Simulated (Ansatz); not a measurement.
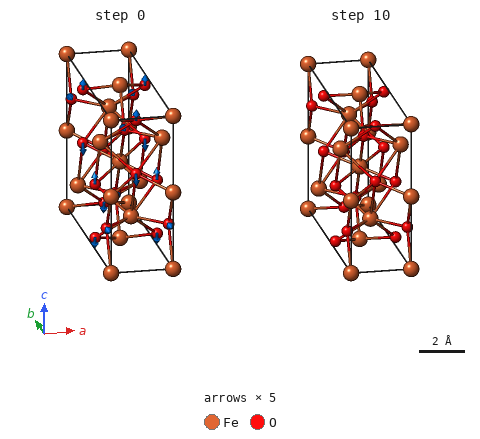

The structure of solid Fe2O3 (built on the database_63 type) (coarse preliminary run) before (left) and after (right) a relaxation, at one scale. The blue arrows give the displacements (the part carried along by the change of the cell is left out), 5 times their true length.

A ball-and-stick model of the conventional cell (2 times the calculation's cell), seen from a free direction. Lengths and directions refer to the drawn axes.

Case: structure listed in a database for this formula (Cmcm, No. 63).

Computed with DFT PBE, scalar-relativistic, plane waves, PAW in Ansatz.

Input file:
```yaml
crystal:
  lattice:
    - [1.436167, -4.763684, 0.0]
    - [1.436167, 4.763684, 0.0]
    - [0.0, 0.0, 7.311786]
  atoms:
    - { symbol: Fe, position: [0.0, 0.0, 0.0], spin: 3.52 }
    - { symbol: Fe, position: [0.0, 0.0, 0.5], spin: 3.52 }
    - { symbol: Fe, position: [0.751053, 0.248947, 0.75], spin: 3.93 }
    - { symbol: Fe, position: [0.248947, 0.751053, 0.25], spin: 3.93 }
    - { symbol: O, position: [0.102814, 0.897186, 0.75], spin: 0.3 }
    - { symbol: O, position: [0.897186, 0.102814, 0.25], spin: 0.3 }
    - { symbol: O, position: [0.36101, 0.63899, 0.924667], spin: 0.37 }
    - { symbol: O, position: [0.63899, 0.36101, 0.075333], spin: 0.37 }
    - { symbol: O, position: [0.36101, 0.63899, 0.575333], spin: 0.37 }
    - { symbol: O, position: [0.63899, 0.36101, 0.424667], spin: 0.37 }
basis:
  ecutwfc: 420
kpoints:
  mp_grid: { grid: [6, 6, 4] }
hamiltonian:
  xc: pbe
scf:
  occupations: { method: gaussian, width: 0.1 }
  lower_state_search: "off"
output:
  forces: true
  stress: true
  eigenvalues: true
  populations: true
magnetization:
  spin_polarized: true
relax:
  adjacent_minimum: "off"
  f_tol: 0.04
  max_steps: 70
  cell: { stress_tol: 0.4 }
```

Run as
```bash
ansatz run input.yaml --threads 1 --pin off --max-ram 2560MiB --backend cpu --events-out ev --progress --plain --runs-dir out
```

> Describe what moved and what it gained.

The largest moves relative to the cell, 0.13 Å, are those of O5 and O6. O6 goes along −b. Largest moves by element: O 0.13 Å, Fe 0.01 Å. The drawn cell changes as follows: a 2.872 → 2.784 Å (−3.1 %), b 9.527 → 9.262 Å (−2.8 %), c 7.312 → 6.924 Å (−5.3 %); the volume changes by −10.8 %. Among the contacts that change: Fe3–O10 2.607 → 2.393 Å, Fe1–O5 2.074 → 1.918 Å, Fe1–O7 2.030 → 1.920 Å, Fe3–O5 2.014 → 2.055 Å. Bond angles that change, for instance: O6–Fe4–O6 91.0° → 85.3°, Fe4–O6–Fe4 91.0° → 85.3°, Fe1–O6–Fe2 123.6° → 129.0°. The space group stays Cmcm (No. 63). The energy falls by 96.7 meV per atom in 8 accepted moves (10 points after the start). The largest force component goes from 0.5 to 0.0012 eV/Å. Pressure: −8.54 GPa at the start and 0.07 GPa at the end. At 2 points the geometry stayed and the basis and grid were re-selected for the new cell (energy shift of 3.2 meV per atom at most each time). Cost: 7.6 min on 1 thread of Intel(R) Xeon(R) Platinum 8488C (Sapphire Rapids), on a shared host, peak memory 0.73 GiB.
